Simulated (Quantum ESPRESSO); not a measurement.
**Run report: GaAs, relaxation of cell and atoms (part 1 of 2)**

GaAs (2 atoms in the cell), computed with Kohn-Sham DFT of a periodic cell, PBE, SSSP 1.3 efficiency PBE, no spin polarisation (Quantum ESPRESSO 7.5).

The structure derives from an entry of the Crystallography Open Database.

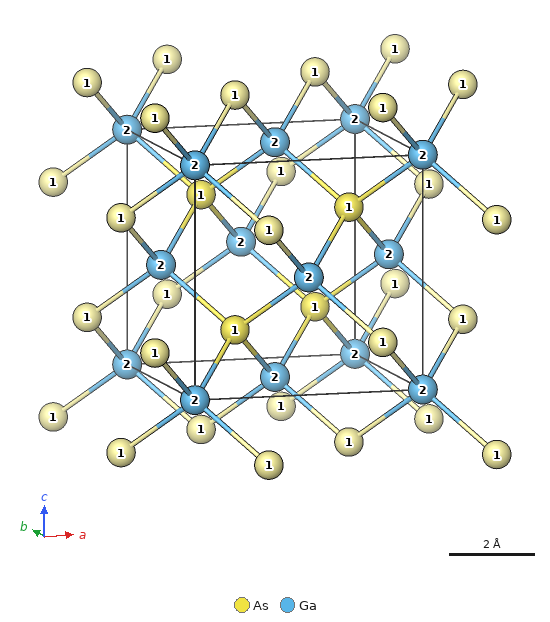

**Figure 1.** The structure (ball-and-stick view of the cell 4 times as large as that of the calculation, set on its symmetry axes, seen slightly off an axis; neighbours outside the cell are drawn fainter; atoms are numbered from 1 in the order of the input). An atom can appear more than once, as a periodic image. Near neighbours in the periodic cell (some may lie outside the picture): As has 4 Ga at 2.45 Å; Ga has 4 As at 2.45 Å.

### Input
```
&CONTROL
  calculation = 'vc-relax'
  prefix = 'pwscf'
  outdir = './tmp'
  pseudo_dir = './pseudo'
  tprnfor = .true.
  tstress = .true.
  disk_io = 'low'
  nstep = 40
  forc_conv_thr = 0.0004
  etot_conv_thr = 1d-05
/
&SYSTEM
  ibrav = 0
  nat = 2
  ntyp = 2
  ecutwfc = 80
  ecutrho = 644
  nbnd = 15
  occupations = 'smearing'
  smearing = 'fd'
  degauss = 0.00367493
/
&ELECTRONS
  conv_thr = 4d-10
  electron_maxstep = 120
  mixing_beta = 0.5
/
&IONS
  ion_dynamics = 'bfgs'
/
&CELL
  cell_dynamics = 'bfgs'
  press = 50
  press_conv_thr = 0.3
/
ATOMIC_SPECIES
As    74.9216 As.pbe-n-rrkjus_psl.0.2.UPF
Ga    69.7230 Ga.pbe-dn-kjpaw_psl.1.0.0.UPF
CELL_PARAMETERS bohr
   0.0000000000    5.3419722954    5.3419722954
   5.3419722954    0.0000000000    5.3419722954
   5.3419722954    5.3419722954    0.0000000000
ATOMIC_POSITIONS bohr
As     8.0129584431    8.0129584431    8.0129584431
Ga     0.0000000000    0.0000000000    0.0000000000
K_POINTS automatic
8 8 8 0 0 0
```

Machine: 1 thread of Arm Neoverse V1, 24 GiB of memory available, shared host.

Launch command:
```bash
OMP_NUM_THREADS=1 pw.x -in pw.in > pw.out
```

### Log
```
This program is part of the open-source Quantum ESPRESSO suite
     for quantum simulation of materials; please cite
         "P. Giannozzi et al., J. Phys.:Condens. Matter 21 395502 (2009);
         "P. Giannozzi et al., J. Phys.:Condens. Matter 29 465901 (2017);
         "P. Giannozzi et al., J. Chem. Phys. 152 154105 (2020);
          URL
     in publications or presentations arising from this work. More details at

     file Ga.pbe-dn-kjpaw_psl.1.0.0.UPF: wavefunction(s)  4S renormalized
     Message from routine setup:
     using ibrav=0 with symmetry is DISCOURAGED, use correct ibrav instead

     G-vector sticks info
     --------------------
     sticks:   dense  smooth     PW     G-vecs:    dense   smooth      PW
     Sum        2527    1261    367                84283    29603    4645

     Using Slab Decomposition

     bravais-lattice index     =            0
     lattice parameter (alat)  =       7.5547  a.u.
     unit-cell volume          =     304.8842 (a.u.)^3
     number of atoms/cell      =            2
     number of atomic types    =            2
     number of electrons       =        18.00
     number of Kohn-Sham states=           15
     kinetic-energy cutoff     =      80.0000  Ry
     charge density cutoff     =     644.0000  Ry
     scf convergence threshold =      4.0E-10
     mixing beta               =       0.5000
     number of iterations used =            8  plain     mixing
     energy convergence thresh.=      1.0E-05
     force convergence thresh. =      4.0E-04
     press convergence thresh. =      3.0E-01
     Exchange-correlation= SLA  PW   PBX  PBC
                           (   1   4   3   4   0   0   0)
     nstep                     =           40

     celldm(1)=   7.554690  celldm(2)=   0.000000  celldm(3)=   0.000000
     celldm(4)=   0.000000  celldm(5)=   0.000000  celldm(6)=   0.000000

     crystal axes: (cart. coord. in units of alat)
               a(1) = (   0.000000   0.707107   0.707107 )
               a(2) = (   0.707107   0.000000   0.707107 )
               a(3) = (   0.707107   0.707107   0.000000 )

     reciprocal axes: (cart. coord. in units 2 pi/alat)
               b(1) = ( -0.707107  0.707107  0.707107 )
               b(2) = (  0.707107 -0.707107  0.707107 )
               b(3) = (  0.707107  0.707107 -0.707107 )

     PseudoPot. # 1 for As read from file:
     As.pbe-n-rrkjus_psl.0.2.UPF
     Pseudo is Ultrasoft + core correction, Zval =  5.0
     Generated using "atomic" code by A. Dal Corso  v.5.0.99 svn rev. 10869
     Using radial grid of 1209 points,  4 beta functions with:
                l(1) =   0
                l(2) =   0
                l(3) =   1
                l(4) =   1
     Q(r) pseudized with 0 coefficients

     PseudoPot. # 2 for Ga read from file:
     Ga.pbe-dn-kjpaw_psl.1.0.0.UPF
     Pseudo is Projector augmented-wave + core cor, Zval = 13.0
     Generated using "atomic" code by A. Dal Corso  v.5.1
     Shape of augmentation charge: PSQ
     Using radial grid of 1205 points,  6 beta functions with:
                l(1) =   0
                l(2) =   0
                l(3) =   1
                l(4) =   1
                l(5) =   2
                l(6) =   2
     Q(r) pseudized with 0 coefficients

     atomic species   valence    mass     pseudopotential
     As                5.00    74.92160     As( 1.00)
     Ga               13.00    69.72300     Ga( 1.00)

     24 Sym. Ops. (no inversion) found

   Cartesian axes

     site n.     atom                  positions (alat units)
         1        As     tau(   1) = (   1.0606602   1.0606602   1.0606602  )
         2        Ga     tau(   2) = (   0.0000000   0.0000000   0.0000000  )

     number of k points=    29  Fermi-Dirac smearing, width (Ry)=  0.0037
                       cart. coord. in units 2pi/alat
        k(    1) = (   0.0000000   0.0000000   0.0000000), wk =   0.0039062
        k(    2) = (   0.0883883   0.0883883  -0.0883883), wk =   0.0312500
        k(    3) = (   0.1767767   0.1767767  -0.1767767), wk =   0.0312500
        k(    4) = (   0.2651650   0.2651650  -0.2651650), wk =   0.0312500
        k(    5) = (  -0.3535534  -0.3535534   0.3535534), wk =   0.0156250
        k(    6) = (   0.1767767   0.0000000   0.0000000), wk =   0.0234375
        k(    7) = (   0.2651650   0.0883883  -0.0883883), wk =   0.0937500
        k(    8) = (   0.3535534   0.1767767  -0.1767767), wk =   0.0937500
        k(    9) = (  -0.2651650  -0.4419417   0.4419417), wk =   0.0937500
        k(   10) = (  -0.1767767  -0.3535534   0.3535534), wk =   0.0937500
        k(   11) = (  -0.0883883  -0.2651650   0.2651650), wk =   0.0937500
        k(   12) = (   0.0000000  -0.1767767   0.1767767), wk =   0.0468750
        k(   13) = (   0.3535534   0.0000000   0.0000000), wk =   0.0234375
        k(   14) = (   0.4419417   0.0883883  -0.0883883), wk =   0.0937500
        k(   15) = (  -0.1767767  -0.5303301   0.5303301), wk =   0.0937500
        k(   16) = (  -0.0883883  -0.4419417   0.4419417), wk =   0.0937500
        k(   17) = (   0.0000000  -0.3535534   0.3535534), wk =   0.0468750
        k(   18) = (   0.5303301  -0.0000000   0.0000000), wk =   0.0234375
        k(   19) = (  -0.0883883  -0.6187184   0.6187184), wk =   0.0937500
        k(   20) = (   0.0000000  -0.5303301   0.5303301), wk =   0.0468750
        k(   21) = (  -0.7071068   0.0000000   0.0000000), wk =   0.0117188
        k(   22) = (   0.3535534   0.1767767   0.0000000), wk =   0.0937500
        k(   23) = (  -0.2651650  -0.4419417   0.6187184), wk =   0.1875000
        k(   24) = (  -0.1767767  -0.3535534   0.5303301), wk =   0.0937500
        k(   25) = (  -0.1767767  -0.5303301   0.7071068), wk =   0.0937500
        k(   26) = (  -0.0883883  -0.4419417   0.6187184), wk =   0.1875000
        k(   27) = (   0.0000000  -0.3535534   0.5303301), wk =   0.0937500
        k(   28) = (  -0.7071068   0.1767767  -0.0000000), wk =   0.0468750
        k(   29) = (  -0.7071068   0.3535534   0.0000000), wk =   0.0234375

     Dense  grid:    84283 G-vectors     FFT dimensions: (  64,  64,  64)

     Smooth grid:    29603 G-vectors     FFT dimensions: (  45,  45,  45)

     Initial potential from superposition of free atoms

     starting charge      17.9968, renormalised to      18.0000
     Starting wfcs are   13 randomized atomic wfcs +    2 random wfcs

     Self-consistent Calculation

     iteration #  1     ecut=    80.00 Ry     beta= 0.50
     Davidson diagonalization with overlap
     ethr =  1.00E-02,  avg # of iterations =  5.9

     Threshold (ethr) on eigenvalues was too large:
     Diagonalizing with lowered threshold

     Davidson diagonalization with overlap
     ethr =  2.42E-04,  avg # of iterations =  6.8

     total energy              =    -296.16563196 Ry
     estimated scf accuracy    <       0.04928571 Ry

     iteration #  2     ecut=    80.00 Ry     beta= 0.50
     Davidson diagonalization with overlap
     ethr =  2.74E-04,  avg # of iterations =  2.0

     total energy              =    -296.17306245 Ry
     estimated scf accuracy    <       0.00551030 Ry

     iteration #  3     ecut=    80.00 Ry     beta= 0.50
     Davidson diagonalization with overlap
     ethr =  3.06E-05,  avg # of iterations =  6.7

     total energy              =    -296.17543134 Ry
     estimated scf accuracy    <       0.00243800 Ry

     iteration #  4     ecut=    80.00 Ry     beta= 0.50
     Davidson diagonalization with overlap
     ethr =  1.35E-05,  avg # of iterations =  3.6

     total energy              =    -296.17569925 Ry
     estimated scf accuracy    <       0.00039253 Ry

     iteration #  5     ecut=    80.00 Ry     beta= 0.50
     Davidson diagonalization with overlap
     c_bands:  1 eigenvalues not converged
     c_bands:  1 eigenvalues not converged
     ethr =  2.18E-06,  avg # of iterations =  7.1

     total energy              =    -296.17584061 Ry
     estimated scf accuracy    <       0.00004517 Ry

     iteration #  6     ecut=    80.00 Ry     beta= 0.50
     Davidson diagonalization with overlap
     ethr =  2.51E-07,  avg # of iterations =  4.8

     total energy              =    -296.17585561 Ry
     estimated scf accuracy    <       0.00000083 Ry

     iteration #  7     ecut=    80.00 Ry     beta= 0.50
     Davidson diagonalization with overlap
     ethr =  4.63E-09,  avg # of iterations =  7.0

     total energy              =    -296.17585814 Ry
     estimated scf accuracy    <       0.00000018 Ry

     iteration #  8     ecut=    80.00 Ry     beta= 0.50
     Davidson diagonalization with overlap
     ethr =  1.02E-09,  avg # of iterations =  2.9

     total energy              =    -296.17585817 Ry
     estimated scf accuracy    <       0.00000006 Ry

     iteration #  9     ecut=    80.00 Ry     beta= 0.50
     Davidson diagonalization with overlap
     ethr =  3.38E-10,  avg # of iterations =  2.8

     total energy              =    -296.17585818 Ry
     estimated scf accuracy    <          8.2E-10 Ry

     iteration # 10     ecut=    80.00 Ry     beta= 0.50
     Davidson diagonalization with overlap
     ethr =  4.53E-12,  avg # of iterations =  8.3

     total energy              =    -296.17585819 Ry
     estimated scf accuracy    <          5.5E-09 Ry

[... 50 further cycles ...]
     iteration # 15     ecut=    80.00 Ry     beta= 0.50
     Davidson diagonalization with overlap
     ethr =  6.27E-11,  avg # of iterations =  4.2

     total energy              =    -296.17417243 Ry
     estimated scf accuracy    <       0.00000001 Ry

     iteration # 16     ecut=    80.00 Ry     beta= 0.50
     Davidson diagonalization with overlap
     ethr =  6.09E-11,  avg # of iterations =  1.0

     total energy              =    -296.17417243 Ry
     estimated scf accuracy    <          8.2E-09 Ry

     iteration # 17     ecut=    80.00 Ry     beta= 0.50
     Davidson diagonalization with overlap
     ethr =  4.56E-11,  avg # of iterations =  1.1

     total energy              =    -296.17417243 Ry
     estimated scf accuracy    <          2.0E-09 Ry

     iteration # 18     ecut=    80.00 Ry     beta= 0.50
     Davidson diagonalization with overlap
     ethr =  1.13E-11,  avg # of iterations =  6.9

     total energy              =    -296.17417243 Ry
     estimated scf accuracy    <       0.00000001 Ry

     iteration # 19     ecut=    80.00 Ry     beta= 0.50
     Davidson diagonalization with overlap
     ethr =  1.13E-11,  avg # of iterations =  4.4

     total energy              =    -296.17417243 Ry
     estimated scf accuracy    <          1.0E-09 Ry

     iteration # 20     ecut=    80.00 Ry     beta= 0.50
     Davidson diagonalization with overlap
     ethr =  5.55E-12,  avg # of iterations =  4.6

     total energy              =    -296.17417243 Ry
     estimated scf accuracy    <          1.3E-11 Ry

     iteration # 21     ecut=    80.00 Ry     beta= 0.50
     Davidson diagonalization with overlap
     ethr =  1.00E-13,  avg # of iterations =  5.1

     total energy              =    -296.17417243 Ry
     estimated scf accuracy    <          2.1E-11 Ry

     iteration # 22     ecut=    80.00 Ry     beta= 0.50
     Davidson diagonalization with overlap
     ethr =  1.00E-13,  avg # of iterations =  1.5

     total energy              =    -296.17417243 Ry
     estimated scf accuracy    <          8.9E-12 Ry
```
